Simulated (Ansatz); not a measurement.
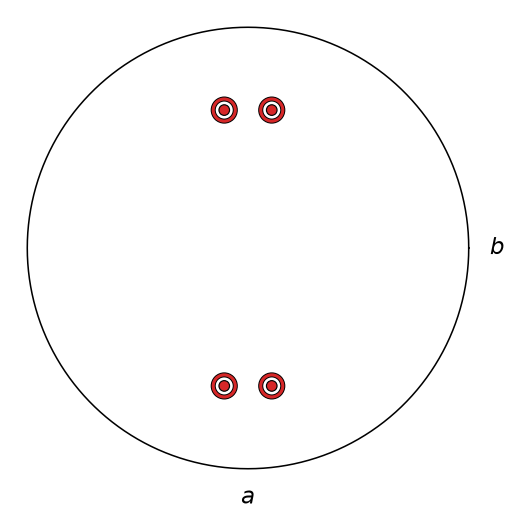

Stereographic projection: filled dots lie in the upper hemisphere, open rings in the lower. The c axis points at the viewer. The poles are all faces of one general form. Computed from the symmetry operations of a computed or model structure of composition TiSi2.

**Name the crystal class.**

mmm (D2h), order 8, orthorhombic system: three twofold axes, three mirror planes, an inversion centre.

**Can such a crystal be piezoelectric, pyroelectric or chiral?**

It is centrosymmetric, so neither piezoelectric nor pyroelectric; it is not chiral.
